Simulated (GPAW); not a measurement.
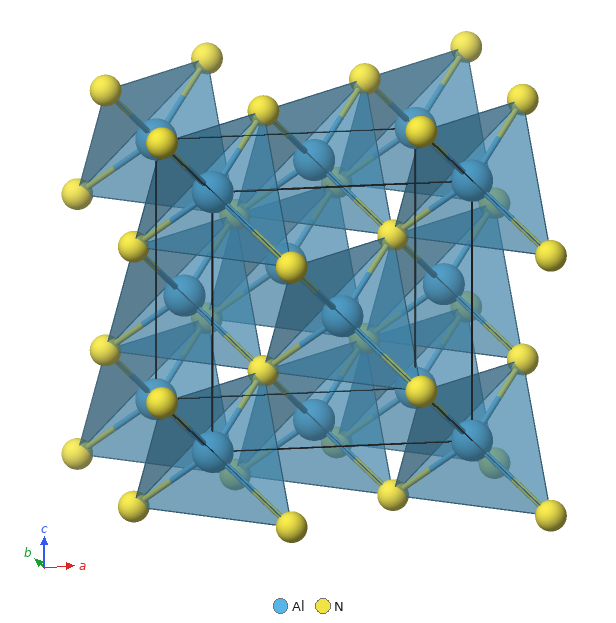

AlN, zinc blende type, space group F-43m (No. 216), a = 4.368 Å, b = 4.368 Å, c = 4.368 Å, α = 90.00°, β = 90.00°, γ = 90.00°. We look at a polyhedral model of the crystal slightly off an axis. The frame is the conventional unit cell; atoms at its boundary are shown with their periodic copies. Some neighbours outside the box are added. This one geometry was run with five functionals. The cell is a structure listed in the Materials Project. Other forms of this composition are known.

Alike in all runs: GPAW 26.7.0; potentials PAW data sets generated in the run's folder for this functional; cutoff 800 eV; k mesh 10 × 10 × 10 on the run's cell of 2 atoms; occupations fermi-dirac, width 0.05 eV; no spin polarisation; no spin-orbit coupling. Four further levels, run on potentials with other valence shells, are left out.

```tsv
level	pressure (GPa)	gap (eV)
BP86	6.0	3.42
AM05	2.3	3.18
OLYP	6.1	3.45
PBEsol	2.2	3.18
SOGGA	?	?
```

What does SOGGA give?

Answer. Pressure 1.9 GPa; gap 3.18 eV. That is the lowest pressure of all.

Order the levels by the equilibrium volume that these pressures point to, smallest first.

Answer. SOGGA (1.9 GPa), PBEsol (2.2 GPa), AM05 (2.3 GPa), BP86 (6.0 GPa), OLYP (6.1 GPa). A higher pressure at one volume points to a larger equilibrium volume, as long as the bulk moduli are alike; rows a few tenths of a GPa apart can't be told apart.

Gaps are the least found on the k-mesh or band path.
